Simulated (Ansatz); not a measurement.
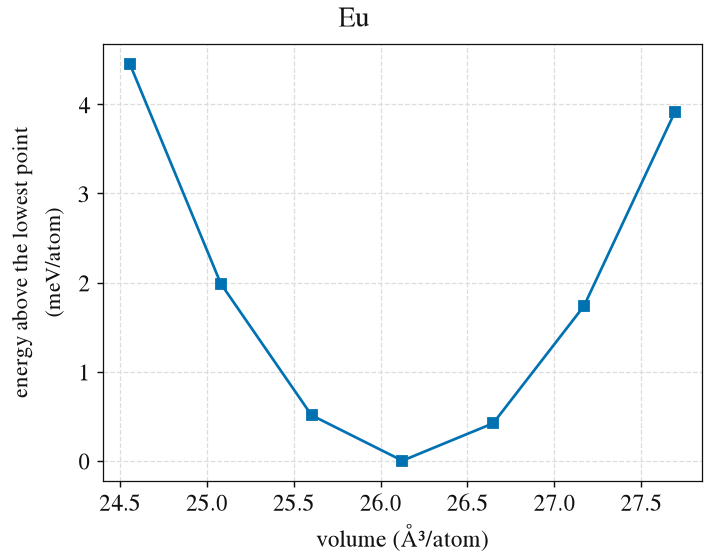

The picture above shows the energy above the lowest point against volume for Eu, space group Im-3m (No. 229) (one of a set of cubic test structures, which need not be the stable phase).

How it was computed, with Ansatz 0.2.0 development build: equation of state of a cubic crystal from periodic Kohn-Sham density functional theory without spin; pressure corrected for the finite basis. Level: PBE.

structure type bcc; atoms in cell 1; space group number 229; lattice centring body-centred primitive; k mesh 21×21×21; occupation method Fermi–Dirac; occupation width 0.06123 eV; wave cutoff 420 eV; datasets soft-1 PAW; density tolerance 1e−07 eV; bands 16; density cutoff ratio 4; search for lower states default.

From this curve and the settings, what does the calculation give for the pressure at the same points?

The pressure falls from 0.91 GPa at volume 24.56 Å³/atom to −0.80 GPa at 27.69 Å³/atom, and changes sign near 26.14 Å³/atom.

```json
{"volume (Å³/atom)": "24.56", "pressure (GPa)": "0.91"}
{"volume (Å³/atom)": "25.08", "pressure (GPa)": "0.60"}
{"volume (Å³/atom)": "25.60", "pressure (GPa)": "0.30"}
{"volume (Å³/atom)": "26.13", "pressure (GPa)": "0.01"}
{"volume (Å³/atom)": "26.65", "pressure (GPa)": "-0.27"}
{"volume (Å³/atom)": "27.17", "pressure (GPa)": "-0.54"}
{"volume (Å³/atom)": "27.69", "pressure (GPa)": "-0.80"}
```

Caveats: open f shell treated without spin.
